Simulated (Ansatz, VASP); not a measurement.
# MoS2: VASP beside Ansatz

Wanted: the spread between two codes on one cell, functional and k mesh. The structure shown is the end of the VASP relaxation below.

Calculated with Ansatz 0.2.0; plane waves, with VASP 6.6.1 beside it; single point at PBE with D3(BJ) and band structure at PBE with D3(BJ).

## 1. The structure

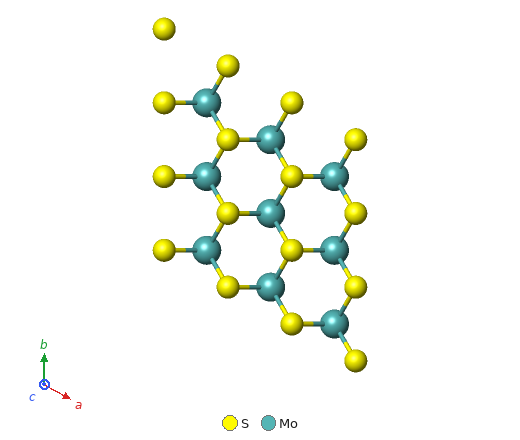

The starting structure, seen from above (sulfur yellow, molybdenum teal). 3×3×1 cells are drawn. Bonds to atoms that aren't drawn are left out. Some periodic images of atoms are drawn too.

The cell holds 3 atoms: 2 S and 1 Mo. Its edges and angles: a = 3.160 Å, b = 3.160 Å, c = 18.081 Å, α = 90.0°, β = 90.0°, γ = 120.0°. It derives from MoS2. As first built, before any earlier steps moved the atoms: kind sheets cut from a layered crystal; sheets 1. Vacuum lies along c.

## 2. VASP: relaxation, PBE with D3(BJ)

This run makes the geometry at which the two programs are then compared.

Lines of VASP's logs that name or quote its potential files are left out, and so is its time.

Input file INCAR:

```
SYSTEM = MoS2
PREC = Normal
ENCUT = 300
EDIFF = 1E-05
NELM = 120
ISMEAR = 0
SIGMA = 0.05
LREAL = .FALSE.
ALGO = Fast
GGA = PE
IVDW = 12
NBANDS = 15
LASPH = .TRUE.
LORBIT = 11
LWAVE = .FALSE.
LCHARG = .FALSE.
KPAR = 2
IBRION = 2
NSW = 40
ISIF = 2
EDIFFG = -0.03
POTIM = 0.4
MAXMIX = 40
IDIPOL = 3
LDIPOL = .TRUE.
DIPOL = 0.5 0.5 0.5
```

Input file POSCAR:

```
MoS2
1.0
    3.1600000000      0.0000000000      0.0000000000
   -1.5800000000      2.7366402760      0.0000000000
    0.0000000000      0.0000000000     18.0811500000
S Mo
2 1
Direct
    0.0000000000      0.0000000000      0.5852033750
    0.0000000000      0.0000000000      0.4147966250
    0.6666666670      0.3333333330      0.4998299330
```

Input file KPOINTS:

```
Automatic mesh
0
Gamma
9 9 1
0 0 0
```

Potentials, in the order of the species: S and Mo (PBE family, release 64).

The run is started by

```console
mpirun -np 2 vasp_std
```

Numbers of over 12 decimals in the logs are rounded to 6 here.

The program printed:

```text
[banner, memory and clock lines left out]
running    2 mpi-ranks, on    1 nodes
 distrk:  each k-point on    1 cores,    2 groups
 distr:  one band on    1 cores,    1 groups

 POSCAR found type information on POSCAR S Mo
 POSCAR found :  2 types and       3 ions
 LDA part: xc-table for (Slater+PW92), standard interpolation
 POSCAR, INCAR and KPOINTS ok, starting setup
 FFT: planning ... GRIDC
 FFT: planning ... GRID_SOFT
 FFT: planning ... GRID
 WAVECAR not read
 entering main loop
       N       E                     dE             d eps       ncg     rms          rms(c)
DAV:   1     0.982775582174E+02    0.98278E+02   -0.49931E+03   360   0.590E+02
DAV:   2    -0.136034018898E+02   -0.11188E+03   -0.10280E+03   550   0.160E+02
DAV:   3    -0.231107709360E+02   -0.95074E+01   -0.93961E+01   479   0.559E+01
DAV:   4    -0.232900377268E+02   -0.17927E+00   -0.17908E+00   437   0.900E+00
DAV:   5    -0.232953558195E+02   -0.53181E-02   -0.53174E-02   501   0.148E+00    0.276E+01
RMM:   6    -0.220897566214E+02    0.12056E+01   -0.41328E+00   360   0.106E+01    0.953E+00
RMM:   7    -0.218728915098E+02    0.21687E+00   -0.10462E+00   360   0.611E+00    0.734E+00
RMM:   8    -0.217728407307E+02    0.10005E+00   -0.58095E-01   360   0.439E+00    0.140E+00
RMM:   9    -0.217624221219E+02    0.10419E-01   -0.65595E-02   360   0.207E+00    0.531E-01
RMM:  10    -0.217624238658E+02   -0.17440E-05   -0.12235E-02   361   0.705E-01    0.204E-01
RMM:  11    -0.217623826289E+02    0.41237E-04   -0.19512E-03   370   0.309E-01    0.739E-02
RMM:  12    -0.217623972084E+02   -0.14580E-04   -0.76396E-04   368   0.162E-01    0.256E-02
RMM:  13    -0.217624750481E+02   -0.77840E-04   -0.16822E-04   366   0.829E-02    0.189E-02
RMM:  14    -0.217625868169E+02   -0.11177E-03   -0.13689E-04   350   0.592E-02    0.940E-03
RMM:  15    -0.217626114551E+02   -0.24638E-04   -0.31743E-05   281   0.333E-02    0.962E-03
RMM:  16    -0.217626522345E+02   -0.40779E-04   -0.45705E-05   300   0.289E-02    0.566E-03
RMM:  17    -0.217626730476E+02   -0.20813E-04   -0.52547E-06   244   0.151E-02    0.382E-03
RMM:  18    -0.217627105226E+02   -0.37475E-04   -0.76228E-06   243   0.134E-02    0.552E-03
RMM:  19    -0.217627150034E+02   -0.44809E-05   -0.20834E-06   229   0.909E-03
   1 F= -.22723718E+02 E0= -.22723718E+02  d E =-.227237E+02
[...]
2 F= -.22736175E+02 E0= -.22736175E+02  d E =-.124573E-01
[...]
3 F= -.22736660E+02 E0= -.22736660E+02  d E =-.129421E-01
[...]
4 F= -.22736682E+02 E0= -.22736682E+02  d E =-.129642E-01
[...]
5 F= -.22736683E+02 E0= -.22736683E+02  d E =-.129650E-01
[...]
6 F= -.22736745E+02 E0= -.22736745E+02  d E =-.626235E-04
 trial-energy change:   -0.000063  1 .order   -0.000072   -0.001041    0.000896
 step:   0.5645(harm=  0.5645)  dis= 0.00232  next Energy=   -22.736962 (dE=-0.280E-03)
 bond charge predicted
       N       E                     dE             d eps       ncg     rms          rms(c)
DAV:   1    -0.217813226151E+02   -0.31815E-04   -0.20691E-02   374   0.817E-01    0.905E-02
RMM:   2    -0.217813386015E+02   -0.15986E-04   -0.31561E-04   360   0.134E-01    0.257E-02
RMM:   3    -0.217813456993E+02   -0.70978E-05   -0.43623E-05   337   0.491E-02
   7 F= -.22736973E+02 E0= -.22736973E+02  d E =-.290575E-03
 curvature:  -0.30 expect dE=-0.295E-05 dE for cont linesearch -0.217E-05
 trial: gam=-0.08565 g(F)=  0.982E-05 g(S)=  0.000E+00 ort = 0.872E-04 (trialstep = 0.953E+00)
 search vector abs. value=  0.262E-05
 reached required accuracy - stopping structural energy minimisation
```

OUTCAR, selected parts (step 2):

```text
ion  position               nearest neighbor table
   1  0.000  0.000  0.585-   3 2.39   3 2.39   3 2.39
   2  0.000  0.000  0.415-   3 2.39   3 2.39   3 2.39
   3  0.667  0.333  0.500-   2 2.39   2 2.39   2 2.39   1 2.39   1 2.39   1 2.39

  LATTYP: Found a hexagonal cell.
 ALAT       =     3.1600000000
 C/A-ratio  =     5.7218829114

 Subroutine GETGRP returns: Found  6 space group operations
 (whereof  6 operations were pure point group operations)

The static configuration has the point symmetry C_3v.

 Found     12 irreducible k-points:

   k-points           NKPTS =     12   k-points in BZ     NKDIM =     12   number of bands    NBANDS=     15

   dimension x,y,z NGX =    14 NGY =   14 NGZ =   80
   dimension x,y,z NGXF=    28 NGYF=   28 NGZF=  160

   ENCUT  =  300.0 eV  22.05 Ry    4.70 a.u.   4.46  4.46 25.54*2*pi/ulx,y,z

   NELECT =      18.0000    total number of electrons

 k-points in reciprocal lattice and weights: Automatic mesh
   0.00000000  0.00000000  0.00000000       0.012
   0.11111111  0.00000000  0.00000000       0.074
   0.22222222 -0.00000000  0.00000000       0.074
   0.33333333  0.00000000  0.00000000       0.074
   0.44444444 -0.00000000  0.00000000       0.074
   0.11111111  0.11111111  0.00000000       0.074
   0.22222222  0.11111111  0.00000000       0.148
   0.33333333  0.11111111  0.00000000       0.148
   0.44444444  0.11111111  0.00000000       0.074
   0.22222222  0.22222222  0.00000000       0.074
   0.33333333  0.22222222  0.00000000       0.148
   0.33333333  0.33333333  0.00000000       0.025

 Edisp (eV)   -0.95546

 dipolmoment           0.000000      0.000000      0.000038 electrons x Angstroem

 average (electrostatic) potential at core
       1 -93.4191       2 -93.4185       3 -45.5257

 E-fermi :  -1.8917

 k-point     1 :       0.0000    0.0000    0.0000
  band No.  band energies     occupation
    ...
      5      -4.7023      2.00000
      6      -3.9392      2.00000
      7      -3.5701      2.00000
      8      -3.5701      2.00000
      9      -2.2093      2.00000
     10       0.7238      0.00000
     11       0.7238      0.00000
     12       0.9421      0.00000
     13       0.9421      0.00000
     14       3.2366      0.00000
    ...

 k-point     2 :       0.1111    0.0000    0.0000
  band No.  band energies     occupation
    ...
      5      -4.6080      2.00000
      6      -4.5074      2.00000
      7      -3.8532      2.00000
      8      -3.2050      2.00000
      9      -2.3003      2.00000
     10       0.4815      0.00000
     11       0.5203      0.00000
     12       0.7429      0.00000
     13       1.0208      0.00000
     14       3.5255      0.00000
    ...

 k-point     3 :       0.2222   -0.0000    0.0000
  band No.  band energies     occupation
    ...
      5      -5.4933      2.00000
      6      -4.4307      2.00000
      7      -3.9989      2.00000
      8      -3.3599      2.00000
      9      -2.7412      2.00000
     10       0.0442      0.00000
     11       0.3583      0.00000
     12       0.6881      0.00000
     13       1.5838      0.00000
     14       4.2170      0.00000
    ...

 Edisp (eV)   -0.95563

  Total      -0.38865    -0.38865    -0.23950     0.00000     0.00000     0.00000
  in kB      -3.98231    -3.98231    -2.45407     0.00000     0.00000     0.00000
  external pressure =       -3.47 kB  Pullay stress =        0.00 kB

  energy-cutoff  :      300.00
  volume of cell :      156.36
      direct lattice vectors                 reciprocal lattice vectors
     3.160000000  0.000000000  0.000000000     0.316455696  0.182705781  0.000000000
    -1.580000000  2.736640276  0.000000000     0.000000000  0.365411563  0.000000000
     0.000000000  0.000000000 18.081150000     0.000000000  0.000000000  0.055306217

 POSITION                                       TOTAL-FORCE (eV/Angst)
 -----------------------------------------------------------------------------------
      0.00000      0.00000     10.60596         0.000000     -0.000000      0.004662
     -0.00000      0.00000      7.47303         0.000000      0.000000      0.008200
      1.58000      0.91221      9.03966        -0.000000     -0.000000     -0.012861
 -----------------------------------------------------------------------------------
    total drift:                                0.000003     -0.000002      0.011783

  FREE ENERGIE OF THE ION-ELECTRON SYSTEM (eV)
  ---------------------------------------------------
  free  energy   TOTEN  =       -22.7369733752 eV

  energy  without entropy=      -22.7369733752  energy(sigma->0) =      -22.73697338

 reached required accuracy - stopping structural energy minimisation

 vacuum level on the upper side and lower side of the slab         3.738         3.738

 total charge
# of ion       s       p       d       tot
------------------------------------------
    1        1.364   2.341   0.000   3.705
    2        1.364   2.341   0.000   3.705
    3        0.421   0.612   4.456   5.489
--------------------------------------------------
tot          3.150   5.294   4.456  12.900

[... 3 further parts left out ...]
```

CONTCAR:

```
MoS2
   1.00000000000000
     3.1600000000000001    0.0000000000000000    0.0000000000000000
    -1.5800000000000001    2.7366402760000001    0.0000000000000000
     0.0000000000000000    0.0000000000000000   18.0811500000000009
  S               Mo
     2     1
Direct
     0.0000000000000000    0.0000000000000000    0.5865755204485376
     0.0000000000000000    0.0000000000000000    0.4133050142364940
     0.6666666670000012    0.3333333329999988    0.4999493983149693
```

## 3. Ansatz: single point, PBE with D3(BJ)

Ansatz runs on its default PAW (the set named soft_2) files.

The same cell, functional, mesh and smearing now go to Ansatz, which takes its cutoff from its data sets.

Input file input.yaml:

```yaml
crystal:
  lattice:
    - [3.16, 0.0, 0.0]
    - [-1.58, 2.73664028, 0.0]
    - [0.0, 0.0, 18.08115]
  atoms:
    - { symbol: S, position: [0.0, 0.0, 0.58657552] }
    - { symbol: S, position: [0.0, 0.0, 0.41330501] }
    - { symbol: Mo, position: [0.66666667, 0.33333333, 0.4999494] }
hamiltonian:
  xc: pbe
  pseudopotentials: { kind: paw }
  dispersion: d3bj
kpoints:
  mp_grid: { grid: [9, 9, 1] }
scf:
  occupations: { method: gaussian, width: 0.05 }
  n_extra_bands: 4
efield:
  axis: 3
  dipole_correction: true
  ramp_width: 0.04
output:
  forces: true
  eigenvalues: true
  write_density: true
  write_potential: true
  elf: true
  volumetric_format: npy
```

The run is started by

```console
ansatz run input.yaml --threads 2 --pin off --max-ram 4608MiB --backend cpu --events-out ev --progress --plain --runs-dir out
```

The program printed:

```text
scf.n_extra_bands = 4 over 13 filled bands (N_el = 26.0): the run solves 17 bands
Engine: ansatz 0.2.0, aarch64-unknown-linux-gnu
Pseudopotentials: kind: paw
Pseudopotential: S, paw, valence charge 6, recommended cutoff 420 eV (normal), S.paw.azcp
Pseudopotential: Mo, paw, valence charge 14, recommended cutoff 420 eV (normal), Mo.paw.azcp
Functional definition: PBE
  parameter kappa = 0.804
  parameter beta = 0.066725
  exchange = pbe_x(kappa = kappa, mu = beta*pi^2/3)
  correlation = pbe_c(beta = beta)
Crystal: 3 atoms, lattice volume = 156.362 Å³
Basis set: ecut = 420 eV, 3013 PW (Γ), exchange–correlation on 48×48×250 points (8 copies of the dense FFT grid, shifted against one another)
Bands: 17, of which v1, the nominal top of the filled ones, is band 13 counted from 1 (12 counted from 0)
Symmetry: 6 space group operations
Space group: P3m1 (ITA 156), of the structure as read, at distance tolerance 5.4e-5 Å
k-points: 12 of 81 (time reversal used)
Non-local potential: S, projectors of the file, l = 0: 2, l = 1: 2, l = 2: 2
Non-local potential: Mo, projectors of the file, l = 0: 3, l = 1: 2, l = 2: 2, l = 3: 1
PAW form: soft (Blöchl's): semilocal exchange-correlation on the pseudo side does not see the compensation charge
PAW one-centre angular grid: S, 110 points (default); XC on 64 Gauss nodes
PAW one-centre angular grid: Mo, 590 points (default); XC on 64 Gauss nodes
Initial density: superposition of atomic densities (neutral atoms: chi_scale 0, normalization atom), corrected by the library's trained network
Initial wavefunctions: pseudopotential atomic-orbital guess
Functional: x = pbe(κ = 0.804, μ = 0.219515), c = pbe(β = 0.066725)
SCF iter   1: F=—  HF=-6763.757276 eV  |F-HF|=—  |Δ(HF+E_count)|=         —  Δρ=3.26e-3  dr2=5.77e-3  ethr=1.77e-3  p=0.000 e·Å  D=1.53e-5 V/Å  ΔV_dip=-0.00 eV  dr2_dipole=1.49e-7  V_vac-E_F(+/−)=5.23/5.23 eV  ⟨swp⟩=9.3  Hψ=1413  notcnv=0
efield: sawtooth ramp at fractional position 0.9799 (placed from the atoms, in the widest stretch of the axis that holds none; the zero of the levels goes with the place), width 0.0400; the density the first Hamiltonian is built on has a dipole p = 0.000 e·Å; the dipole correction subtracts the counter field D = 1.53e-5 V/Å, which shifts the + side's vacuum level by -0.00 eV against the − side's; the planar-averaged density in the ramp window peaks in size at 5.6e-5 e/Å³
preconditioner: auto → none  [insulator: Δε(μ)=1.757 eV  Ē_g=8.093 eV  σ=0.050 eV  W_gap=1.00  n_scr=10 (ndim 8)  ℏωp=12.6 eV  f_vac=0.630  D(μ)=0.00/eV (n_scr^D=0)  ε∞_Penn≈3.4]
SCF iter   2: F=—  HF=-6763.764424 eV  |F-HF|=—  |Δ(HF+E_count)|=   7.15e-3  Δρ=2.16e-3  dr2=1.07e-2  ethr=2.22e-5  p=-0.000 e·Å  D=-2.78e-4 V/Å  ΔV_dip=0.01 eV  dr2_dipole=5.33e-6  V_vac-E_F(+/−)=5.04/5.04 eV  ⟨swp⟩=2.2  Hψ=504  notcnv=0
SCF iter   3: F=—  HF=-6763.765629 eV  |F-HF|=—  |Δ(HF+E_count)|=   1.21e-3  Δρ=1.76e-3  dr2=9.17e-3  ethr=2.22e-5  p=0.001 e·Å  D=7.18e-4 V/Å  ΔV_dip=-0.01 eV  dr2_dipole=2.74e-5  V_vac-E_F(+/−)=5.16/5.17 eV  ⟨swp⟩=2.0  Hψ=334  notcnv=0
SCF iter   4: F=—  HF=-6763.765729 eV  |F-HF|=—  |Δ(HF+E_count)|=   1.00e-4  Δρ=6.87e-4  dr2=8.11e-4  ethr=2.22e-5  p=-0.001 e·Å  D=-1.15e-3 V/Å  ΔV_dip=0.02 eV  dr2_dipole=6.71e-5  V_vac-E_F(+/−)=5.09/5.07 eV  ⟨swp⟩=2.0  Hψ=231  notcnv=0
SCF iter   5: F=—  HF=-6763.765966 eV  |F-HF|=—  |Δ(HF+E_count)|=   2.37e-4  Δρ=2.02e-4  dr2=1.53e-4  ethr=3.12e-6  p=0.001 e·Å  D=8.46e-4 V/Å  ΔV_dip=-0.02 eV  dr2_dipole=4.16e-5  V_vac-E_F(+/−)=5.04/5.06 eV  ⟨swp⟩=2.5  Hψ=284  notcnv=0
SCF iter   6: F=—  HF=-6763.765983 eV  |F-HF|=—  |Δ(HF+E_count)|=   1.70e-5  Δρ=7.38e-5  dr2=8.52e-6  ethr=5.89e-7  p=0.000 e·Å  D=1.26e-4 V/Å  ΔV_dip=-0.00 eV  dr2_dipole=1.49e-6  V_vac-E_F(+/−)=5.05/5.05 eV  ⟨swp⟩=1.9  Hψ=237  notcnv=0
SCF iter   7: F=—  HF=-6763.765821 eV  |F-HF|=—  |Δ(HF+E_count)|=   1.62e-4  Δρ=1.66e-5  dr2=2.04e-7  ethr=3.28e-8  p=-0.000 e·Å  D=-8.27e-6 V/Å  ΔV_dip=0.00 eV  dr2_dipole=1.21e-11  V_vac-E_F(+/−)=5.05/5.05 eV  ⟨swp⟩=2.6  Hψ=355  notcnv=0
SCF iter   8: F=-6763.765821 eV  HF=-6763.765821 eV  |F-HF|=9.58e-8  |Δ(HF+E_count)|=   2.93e-7  Δρ=4.38e-6  dr2=2.53e-8  ethr=3.85e-10  p=-0.000 e·Å  D=-1.12e-5 V/Å  ΔV_dip=0.00 eV  dr2_dipole=2.29e-9  V_vac-E_F(+/−)=5.05/5.05 eV  ⟨swp⟩=13.0  Hψ=1857  notcnv=0
SCF 1 converged in 8 iterations: F = -6763.765821 eV  dr2 = 2.53e-8
  greatest PAW one-centre occupation: 0.998 electrons in one spin orbital (limit 2), on the Mo atom at site 2 (counted from 0), in its partial waves of l = 0
WARN: The input density's exchange-correlation potential varies sharply where the density is thin. Do not read a vacuum level from v_tot or v_xc, or from such a field of the output density. On a cell that repeats whose density bears no net charge and no dipole along the vacuum's axis use v_es (v_loc + v_h of the components); under efield.dipole_correction with no amplitude use v_es + v_field, which holds any external [...]
SCF converged after 8 iterations
Free energy (F): -6763.765821 eV
Harris-Foulkes:  -6763.765821 eV  (|F-HF|=9.58e-8)
Internal energy: -6763.765821 eV  (E = F + TS)
E sigma→0 (E₀):  -6763.765821 eV
Fermi energy:    0.483534 eV
Dipole field:    D = -0.000084 V/Å  (p = -0.000073 e·Å, saw-weighted, corrected)
Work function:   Φ+ = 5.0506 eV   Φ− = 5.0491 eV
Levels:          The Fermi level and band energies are counted from a zero that moves with the ramp; work functions are not
--- Per-component energies (eV) ---
  E_band       = -432.009732
  E_kinetic    = 655.980980
  E_local      = -14018.034824  (includes V_loc(G=0)·N_el)
  E_nonlocal   = 199.123509
  E_hartree    = 6644.578878
  E_xc         = -378.441531
  E_vxc        = -404.892396  (∫ρ·V_xc dr)
  E_paw        = -4401.535017  (= ΣΔE_a)
  E_vpaw       = -153.346743  (= ΣTr[D̂ρ^β])
  E_aug_tail   = 0.000041  (compensation charges beyond the density's cutoff)
  E_efield     = 0.000000  (sawtooth field / dipole correction)
  E_vefield    = 0.000000  (∫n·V_field dr)
  E_ewald      = 4535.517867
  E_disp       = -0.955723  (pairwise vdW)
  E_smearing   = -0.000000  (= −TS)
  E_closure    = -0.000000  (closes the sum)
  Σ components = -6763.765821   (vs F -6763.765821, Δ=0.00e0)
--- Forces (eV/Å), atoms counted from 1 ---
  atom   1  S      0.00000000    -0.00000000    -0.01681087
  atom   2  S      0.00000000    -0.00000000     0.02182348
  atom   3  Mo    -0.00000000    -0.00000000    -0.00501546
  max |Σ_I F_I| component: 2.85e-6 eV/Å
--- Band table (eV; the first three rows and the last of 12) ---
  k-point 0: bands = [... 9 lower, -2.2261, -1.8509, -1.8509, -0.4558, 2.4315, 2.4315, 2.6703, 2.6703]
  k-point 1: bands = [... 9 lower, -2.7786, -2.1341, -1.4829, -0.5469, 2.2096, 2.2383, 2.4700, 2.7376]
  k-point 2: bands = [... 9 lower, -2.7095, -2.2754, -1.6308, -0.9936, 1.7775, 2.0895, 2.4170, 3.3206]
  k-point 11: bands = [... 9 lower, -3.9402, -3.2972, -2.5784, -0.3946, 1.3617, 2.6505, 3.2083, 4.5810]
```

Elapsed: 2.6 s, on 2 threads of Arm Neoverse V2, shared host; peak memory 0.36 GiB; 4.5 s of CPU time.

The column dr2 measures how far the density is from self-consistency, as an energy; F and HF (Harris–Foulkes) agree once it is small.

## 4. Side by side

Known differences besides the PAW data sets themselves: the data sets hold 26 valence electrons in Ansatz (default PAW (the set named soft_2) files) and 18 in VASP; the cutoff is 420 eV in Ansatz and 300 eV in VASP (PREC = Normal). Total energies have different zeros and are not compared.

Compared:

| quantity | Ansatz | VASP | difference |
| --- | --- | --- | --- |
| gap on the k mesh (eV) | 1.756 | 1.752 | +0.005 |

At this near-relaxed geometry the largest component of a force difference is 21 meV/Å.

(Part 1 of 2 ends here.)

[Lines on the potential files, build, host, timing and source positions are cut from VASP's logs without a mark.]

[Logs are printed without paths, hosts, clocks, repeated set-up lines and the standing remarks that a program may print on its own settings, such as how far it seeks lower states.]

[Hosts, paths, dates, database ids (printed as entryN), source tags and the programs' standing remarks are cut or masked in the printed files.]
